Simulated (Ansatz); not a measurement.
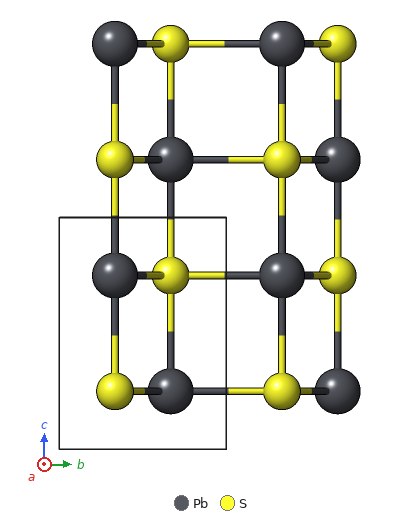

Projection along an edge of the hexagonal mesh, stacking direction c upwards. Every atom sits on one of the three columns of the mesh; call them A, B, C in the order in which they first turn up. The sequence starts with the first layer at or above the cell's origin.

System PbS; source of the atomic positions: coordinates from a relaxation with DFT, PBE, plane waves, PAW (Ansatz); the starting structure was generated, so it need not be a known form of this composition.

> Read off the stacking sequence over one period.

Pb(A)+S(B) – S(A)+Pb(B) (two layers in 6.04 Å).
